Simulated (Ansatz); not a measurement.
**NaF: a changed input and its effect**

System: NaF (Fm-3m, 2 atoms in the cell).
Method of run A: DFT, PBE, plane waves, PAW, no spin polarisation (Ansatz 0.2.0).

The structure derives from a Materials Project entry. Text and figures count atoms from 1; the logs count them from 0 in places.

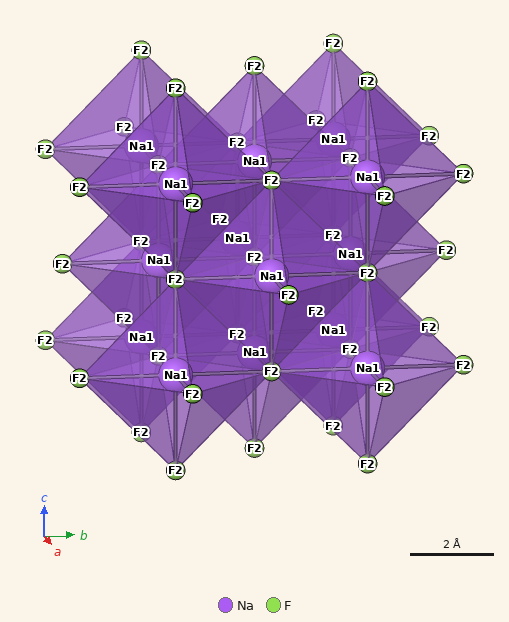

Fig. 1: The structure as given in the input (polyhedral view of the cell 4 times as large as that of the calculation, set on its symmetry axes, seen slightly off an axis; polyhedra are completed across the faces of the cell; atoms are numbered from 1 in the order of the input).

The input, run A:
```yaml
crystal:
  lattice:
    - [0.0, 2.3499911814, 2.3499911814]
    - [2.3499911814, 0.0, 2.3499911814]
    - [2.3499911814, 2.3499911814, 0.0]
  atoms:
    - { symbol: Na, position: [0.0, 0.0, 0.0] }
    - { symbol: F, position: [0.5, 0.5, 0.5] }
basis:
  ecutwfc: 420
kpoints:
  mp_grid: { grid: [8, 8, 8] }
hamiltonian:
  xc: pbe
scf:
  occupations: { method: gaussian, width: 0.02 }
  mixing: { algorithm: anderson, beta: 0.05 }
output:
  forces: true
  eigenvalues: true
  stress: true
```

Command:
```bash
ansatz run input.yaml --threads 4 --pin off --max-ram 6144MiB --backend cpu --events-out ev --progress --plain --runs-dir out
```

Hardware: 4 threads of Arm Neoverse V1, 24 GiB of memory available, shared host.

Output, shortened to warnings, some set-up lines, iterations and results (run A):
```
Basis set: ecut = 420 eV, 531 PW (Γ), exchange–correlation on 48×48×48 points (8 copies of the dense FFT grid, shifted against one another)
Symmetry: 48 space group operations
k-points: 29 of 512
Initial density: superposition of atomic densities (neutral atoms: chi_scale 0, normalization atom), corrected by the library's trained network
[...]
SCF iter   1: F=—  HF=-2297.431688 eV  |F-HF|=—  |Δ(HF+E_count)|=         —  Δρ=7.43e-4  dr2=9.89e-5  ethr=1.77e-3  ⟨swp⟩=5.9  Hψ=1973  notcnv=0
SCF iter   2: F=—  HF=-2297.431152 eV  |F-HF|=—  |Δ(HF+E_count)|=   5.36e-4  Δρ=4.25e-4  dr2=1.60e-5  ethr=6.18e-7  ⟨swp⟩=2.1  Hψ=843  notcnv=0  κ⁻¹=1.0e0(r=1)
SCF iter   3: F=—  HF=-2297.431163 eV  |F-HF|=—  |Δ(HF+E_count)|=   1.03e-5  Δρ=3.97e-4  dr2=1.39e-5  ethr=1.00e-7  ⟨swp⟩=1.0  Hψ=348  notcnv=0  κ⁻¹=7.5e-4(r=2)
SCF iter   4: F=—  HF=-2297.431261 eV  |F-HF|=—  |Δ(HF+E_count)|=   9.87e-5  Δρ=1.70e-4  dr2=4.06e-6  ethr=8.67e-8  ⟨swp⟩=2.0  Hψ=550  notcnv=0  κ⁻¹=1.7e-6(r=3)
SCF iter   5: F=—  HF=-2297.431265 eV  |F-HF|=—  |Δ(HF+E_count)|=   3.50e-6  Δρ=1.26e-4  dr2=2.04e-6  ethr=2.54e-8  ⟨swp⟩=1.0  Hψ=348  notcnv=0  κ⁻¹=1.1e-6(r=4)
SCF iter   6: F=—  HF=-2297.431273 eV  |F-HF|=—  |Δ(HF+E_count)|=   8.33e-6  Δρ=1.05e-4  dr2=1.67e-6  ethr=1.28e-8  ⟨swp⟩=2.0  Hψ=548  notcnv=0  κ⁻¹=3.1e-8(r=5)
SCF iter   7: F=—  HF=-2297.431273 eV  |F-HF|=—  |Δ(HF+E_count)|=   4.17e-7  Δρ=3.33e-5  dr2=1.83e-7  ethr=1.04e-8  ⟨swp⟩=2.0  Hψ=465  notcnv=0  κ⁻¹=9.4e-9(r=6)
SCF iter   8: F=-2297.431273 eV  HF=-2297.431273 eV  |F-HF|=4.08e-8  |Δ(HF+E_count)|=   3.46e-8  Δρ=1.76e-5  dr2=5.07e-8  ethr=6.25e-10  ⟨swp⟩=3.0  Hψ=928  notcnv=0
SCF 1 converged in 8 iterations: F = -2297.431273 eV  dr2 = 5.07e-8
SCF converged after 8 iterations
Stability not checked: this state was not tested for a lower state beside it, because the mixer in use, unlike msr1, does not test its closes by its own steps (another_mixer; see scf.mixing.algorithm and scf.lower_state_search)
Free energy (F): -2297.431273 eV
Harris-Foulkes:  -2297.431273 eV  (|F-HF|=4.08e-8)
Internal energy: -2297.431273 eV  (E = F + TS)
E sigma→0 (E₀):  -2297.431273 eV
Fermi energy:    3.758636 eV
--- Per-component energies (eV) ---
  E_band       = -239.051159
  E_kinetic    = 328.799225
  E_local      = -1718.780855  (includes V_loc(G=0)·N_el)
  E_nonlocal   = 188.596444
  E_hartree    = 611.009845
  E_xc         = -120.079523
  E_vxc        = -154.014986  (∫ρ·V_xc dr)
  E_paw        = -463.589919  (= ΣΔE_a)
  E_vpaw       = -105.665918  (= ΣTr[D̂ρ^β])
  E_aug_tail   = 0.002105  (compensation charges beyond the density's cutoff)
  E_ewald      = -1123.388595
  E_smearing   = -0.000000  (= −TS)
  E_closure    = -0.000000  (closes the sum)
  Σ components = -2297.431273   (vs F -2297.431273, Δ=0.00e0)
--- Forces (eV/Å), atoms counted from 1 ---
  atom   1  Na    -0.00000000    -0.00000000     0.00000000
  atom   2  F      0.00000000     0.00000000    -0.00000000
  max |Σ_I F_I| component: 2.91e-29 eV/Å
--- Stress (GPa, compression-positive) ---
        0.034963       0.000000      -0.000000
       -0.000000       0.034963      -0.000000
        0.000000       0.000000       0.034963
  P = ⅓ Tr σ = 0.0350 GPa (0.350 kbar)
```

The input of run B differs as follows (lines with − go, lines with + come):
```diff
-  mixing: { algorithm: anderson, beta: 0.05 }
+  convergence: { dr2_threshold: 1.0e-14 }
+  max_iter: 80
```

Predict how the results change.

Both reach the same energy, so the change doesn't alter the result. The SCF takes 10 iterations against 8.

Output, shortened to warnings, some set-up lines, iterations and results (run B):
```
Basis set: ecut = 420 eV, 531 PW (Γ), exchange–correlation on 48×48×48 points (8 copies of the dense FFT grid, shifted against one another)
Symmetry: 48 space group operations
k-points: 29 of 512
Initial density: superposition of atomic densities (neutral atoms: chi_scale 0, normalization atom), corrected by the library's trained network
[...]
SCF iter   1: F=—  HF=-2297.431688 eV  |F-HF|=—  |Δ(HF+E_count)|=         —  Δρ=7.43e-4  dr2=9.89e-5  ethr=1.77e-3  ⟨swp⟩=5.9  Hψ=1973  notcnv=0
SCF iter   2: F=—  HF=-2297.431284 eV  |F-HF|=—  |Δ(HF+E_count)|=   4.04e-4  Δρ=1.02e-3  dr2=1.55e-4  ethr=6.18e-7  ⟨swp⟩=2.2  Hψ=857  notcnv=0
SCF iter   3: F=—  HF=-2297.431256 eV  |F-HF|=—  |Δ(HF+E_count)|=   2.79e-5  Δρ=3.24e-4  dr2=1.34e-5  ethr=6.18e-7  ⟨swp⟩=2.0  Hψ=427  notcnv=0
SCF iter   4: F=—  HF=-2297.431272 eV  |F-HF|=—  |Δ(HF+E_count)|=   1.54e-5  Δρ=4.98e-5  dr2=4.06e-7  ethr=8.35e-8  ⟨swp⟩=2.0  Hψ=436  notcnv=0
SCF iter   5: F=—  HF=-2297.431273 eV  |F-HF|=—  |Δ(HF+E_count)|=   1.21e-6  Δρ=4.90e-5  dr2=4.49e-7  ethr=2.54e-9  ⟨swp⟩=2.6  Hψ=593  notcnv=0
SCF iter   6: F=—  HF=-2297.431273 eV  |F-HF|=—  |Δ(HF+E_count)|=   9.49e-8  Δρ=2.53e-5  dr2=1.19e-7  ethr=2.54e-9  ⟨swp⟩=1.0  Hψ=351  notcnv=0
SCF iter   7: F=—  HF=-2297.431273 eV  |F-HF|=—  |Δ(HF+E_count)|=   3.38e-8  Δρ=4.19e-6  dr2=3.45e-9  ethr=7.45e-10  ⟨swp⟩=2.1  Hψ=426  notcnv=0
SCF iter   8: F=—  HF=-2297.431273 eV  |F-HF|=—  |Δ(HF+E_count)|=  8.28e-10  Δρ=1.10e-6  dr2=2.27e-10  ethr=2.16e-11  ⟨swp⟩=2.1  Hψ=425  notcnv=0
SCF iter   9: F=—  HF=-2297.431273 eV  |F-HF|=—  |Δ(HF+E_count)|=  6.28e-11  Δρ=2.15e-7  dr2=8.70e-12  ethr=1.42e-12  ⟨swp⟩=2.0  Hψ=426  notcnv=0
SCF iter  10: F=-2297.431273 eV  HF=-2297.431273 eV  |F-HF|=4.55e-13  |Δ(HF+E_count)|=  2.73e-12  Δρ=1.57e-9  dr2=2.38e-16  ethr=1.00e-12  ⟨swp⟩=3.0  Hψ=1352  notcnv=0
SCF 1 converged in 10 iterations: F = -2297.431273 eV  dr2 = 2.38e-16
SCF converged after 10 iterations
Free energy (F): -2297.431273 eV
Harris-Foulkes:  -2297.431273 eV  (|F-HF|=4.55e-13)
Internal energy: -2297.431273 eV  (E = F + TS)
E sigma→0 (E₀):  -2297.431273 eV
Fermi energy:    3.758864 eV
--- Per-component energies (eV) ---
  E_band       = -239.048220
  E_kinetic    = 328.797991
  E_local      = -1718.774493  (includes V_loc(G=0)·N_el)
  E_nonlocal   = 188.594822
  E_hartree    = 611.005476
  E_xc         = -120.079516
  E_vxc        = -154.014989  (∫ρ·V_xc dr)
  E_paw        = -463.589062  (= ΣΔE_a)
  E_vpaw       = -105.664608  (= ΣTr[D̂ρ^β])
  E_aug_tail   = 0.002105  (compensation charges beyond the density's cutoff)
  E_ewald      = -1123.388595
  E_smearing   = -0.000000  (= −TS)
  E_closure    = 0.000000  (closes the sum)
  Σ components = -2297.431273   (vs F -2297.431273, Δ=0.00e0)
--- Forces (eV/Å), atoms counted from 1 ---
  atom   1  Na    -0.00000000    -0.00000000    -0.00000000
  atom   2  F      0.00000000    -0.00000000     0.00000000
  max |Σ_I F_I| component: 4.14e-29 eV/Å
--- Stress (GPa, compression-positive) ---
        0.036071       0.000000      -0.000000
       -0.000000       0.036071      -0.000000
       -0.000000       0.000000       0.036071
  P = ⅓ Tr σ = 0.0361 GPa (0.361 kbar)
```

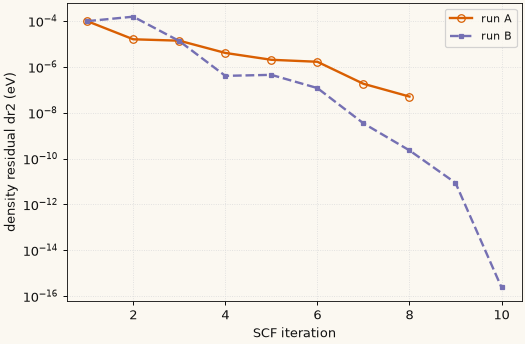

Fig. 2: Convergence of the two runs: density residual dr2 against the SCF iteration. Run A takes 8 iterations in all, and run B takes 10.

The two runs side by side:

| quantity | run A | run B |
| --- | --- | --- |
| outcome | converged | converged |
| free energy per atom (eV) | −1148.7156 | −1148.7156 |
| gap on the mesh (eV) | 6.09 | 6.09 |
| pressure (GPa) | 0.03 | 0.04 |
| largest force (eV/Å) | 0.000 | 0.000 |
| SCF iterations | 8 | 10 |
| irreducible k-points | 29 | 29 |
| plane waves at Γ | 531 | 531 |

For run B: A setting was made wrong on purpose: an extremely tight threshold (`scf.convergence.dr2_threshold`). The threshold was met all the same, at the cost of more iterations.
